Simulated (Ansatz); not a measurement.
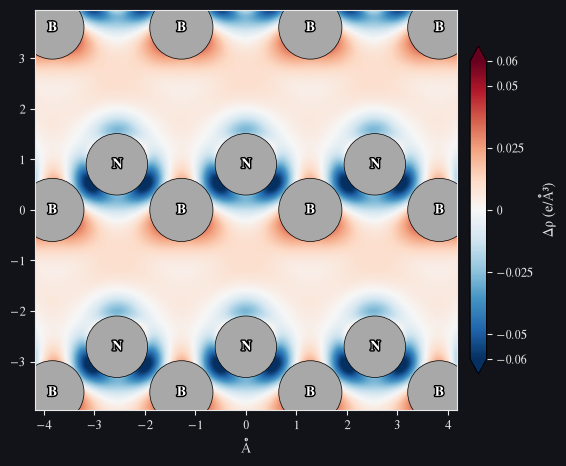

BN. Difference of the valence pseudo-densities of two functionals at the same geometry, on the (011̄) plane of the calculation cell: one of HF and r2SCAN0 less the other.

Both computed with Ansatz (plane waves, PAW), on the same k-point mesh. Grey discs cover the atomic cores.

```
B N
1.0
     0.00000    1.80483    1.80483
     1.80483    0.00000    1.80483
     1.80483    1.80483    0.00000
B N
1 1
Direct
  0.00000 0.00000 0.00000
  0.25000 0.25000 0.25000
```

### Which was subtracted from which, and what does the map show?

It is r2SCAN0 less HF. Against HF, r2SCAN0 gives less density around N (−0.028 e/Å³ on average at 0.8 Å from the nucleus), more density in the space between the atoms (+0.006 e/Å³ on average) and a change of −0.057 e/Å³ at the midpoint of B–N.
